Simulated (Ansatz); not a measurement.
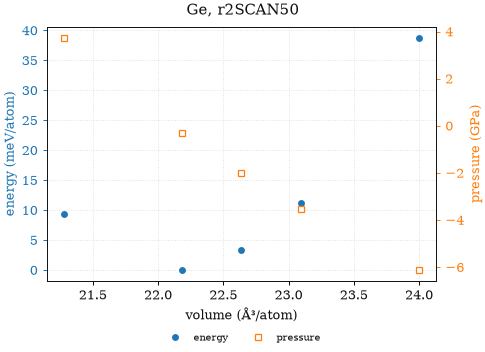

Plotted: energy and pressure against volume for Ge, space group Fd-3m (No. 227).

Structure:
```yaml
crystal:
  lattice:
    - [0.00000, 2.82891, 2.82891]
    - [2.82891, 0.00000, 2.82891]
    - [2.82891, 2.82891, 0.00000]
  atoms:
    - { symbol: Ge, position: [0.75000, 0.75000, 0.75000] }
    - { symbol: Ge, position: [0.50000, 0.50000, 0.50000] }
```

Method: plane-wave DFT, no spin polarisation; energies at scaled volumes of the given cell, shape and fractions fixed, counted from the fit's minimum, third-order Birch-Murnaghan fit (Ansatz 0.2.0). Level: r2SCAN50.

| setting | value |
| --- | --- |
| k mesh | 4×4×4 |
| occupations | Fermi–Dirac |
| smearing width | 0.05 eV |
| potentials | Ansatz PAW |
| wave cutoff | 500 eV |
| density cutoff | 2000 eV |

The points at volume 21.73 Å³/atom and 23.54 Å³/atom are left out of the plot. What values does the calculation give there?

```tsv
volume (Å³/atom)	energy (meV/atom)	pressure (GPa)
21.73	1.84	1.59
23.54	23.15	-4.89
```

Note: coarse k mesh.
